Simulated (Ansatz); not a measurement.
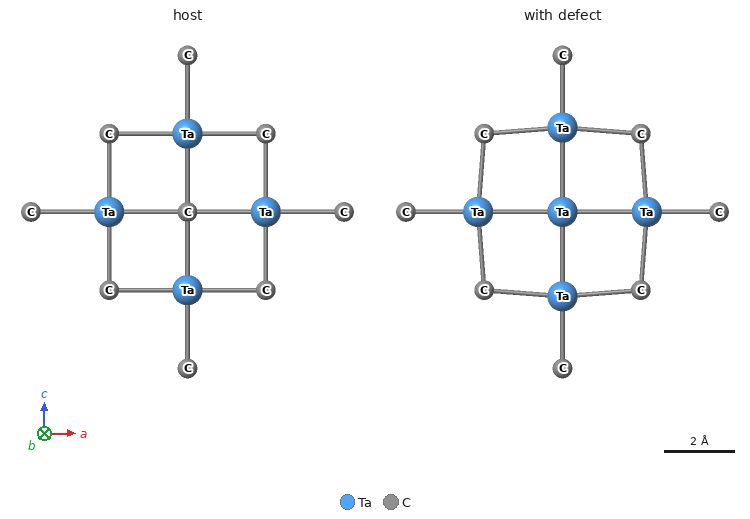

Left: perfect TaC. Right: the same region with one point defect, after relaxing the atoms in a supercell of 16 sites. A ball-and-stick model of the atoms within 4.6 Å of one point, in a slice 4.2 Å thick across the line of sight, seen along the b axis.

Method: DFT PBE, scalar-relativistic, plane waves, PAW in Ansatz. (plane-wave cutoff 420 eV; k-point mesh 1 × 1 × 1; occupations gaussian; smearing width 0.1 eV; no spin polarisation) The cell is small and the k-mesh coarse, so the numbers are rough. The axes drawn are those of the host's conventional cell.

Question: Which defect is it?

Answer: A carbon atom is replaced by tantalum.

The charge state of the cell is 0.

Question: What does the relaxation do around it?

Answer: In the host the C atom has 6 Ta at 2.24 Å; the Ta atom ends with 6 Ta at 2.41 Å. Of the host's atoms, a tantalum atom moves furthest from its site, by 0.17 Å. Relaxing the atoms from the host's sites lowers the energy by 5.58 eV. At a tolerance of 0.02 Å the relaxed supercell has space group Fm-3m.

Limits of the set-up: the k-point mesh is coarse for a cell with partly filled bands.
